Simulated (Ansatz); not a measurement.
Consider Ti$_{18}$B (cell with a defect).

```xyz
19
Lattice="4.3507 2.5119 -4.5910 0.0000 -5.0237 -4.5910 -4.3507 2.5119 -4.5910" Properties=species:S:1:pos:R:3 pbc="T T T"
Ti   -1.4493   -0.8359   -3.4433
Ti   -2.8920    1.6697   -3.3922
Ti    1.4475   -0.8358   -3.4476
Ti    0.0052    1.6678   -7.9961
Ti   -0.0008    1.6730   -3.4434
Ti    0.0057   -3.2933   -3.3470
Ti   -1.4418   -0.8384   -7.9959
Ti    2.8542    1.6413   -3.3462
Ti    1.4495   -0.8368   -8.0086
Ti    0.0019    3.3228  -10.3925
Ti    2.8391   -1.6390  -10.4397
Ti   -1.4456    0.8348   -5.7765
Ti    1.4483    0.8314   -5.7656
Ti   -2.8774   -1.6633  -10.3917
Ti    1.4476    0.8378  -10.3232
Ti    0.0042   -1.6699   -5.7658
Ti   -0.0017   -1.6726  -10.3233
Ti   -1.4484    0.8362  -10.3275
B     4.2946   -2.4806   -9.1803
```

Computed without spin polarisation.

Computed with DFT PBEsol, scalar-relativistic, plane waves, PAW (Ansatz 0.2.0).

Q: What can the converged valence pseudo-density and electron localisation function tell about the bonding?

A: Ti–B (2.12 Å): ρ at the midpoint is about 0.54 e/Å³; the ELF peaks at about 0.70 in the valence shell of B, 0.7 Å from its nucleus, and is about 0.30 at the midpoint.
Ti–Ti (2.66 Å): the density is about 0.22 e/Å³ at the midpoint; the ELF is about 0.15 at the midpoint (no localised pair shows between them).
Ti–Ti (2.82 Å): ρ is about 0.2 e/Å³ halfway; the ELF is about 0.20 at the midpoint: no localised pair shows between them.
Ti–Ti (2.91 Å): the density is about 0.19 e/Å³ at the midpoint; the ELF is about 0.25 at the midpoint (no shared electron pair shows on this line).
The ELF has a maximum of about 0.80 in the space between the atoms, 2.0 Å from six Ti atoms, on no atom or two-centre bond.

Q: Does the calculation give a band gap?

A: It is metallic or semimetallic at this level of theory: no gap opens.

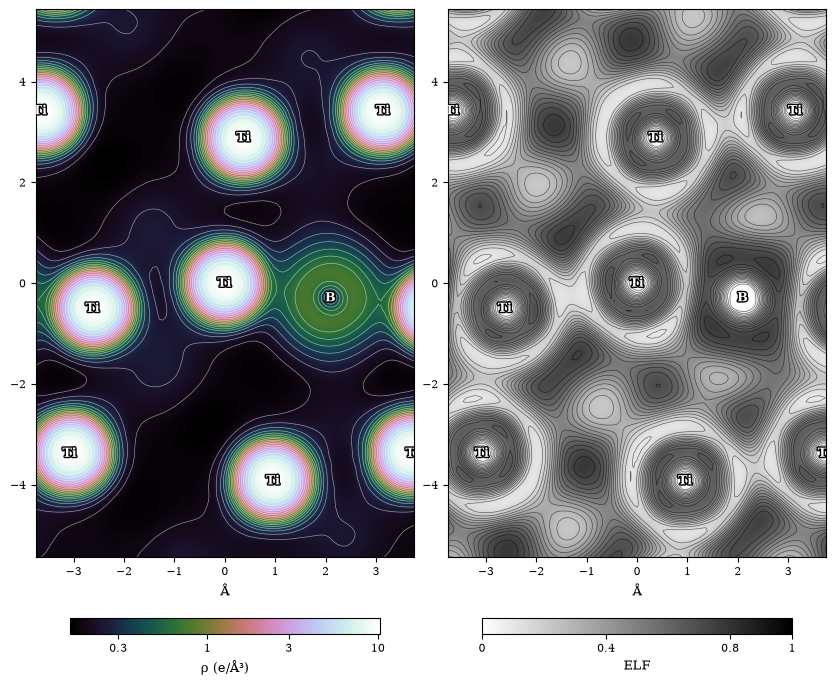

Computed valence pseudo-density and electron localisation function on the (11̄0) plane of the calculation cell, in this order. 

The density is the valence pseudo-density of a PAW calculation; it isn't the true density close to the nuclei.
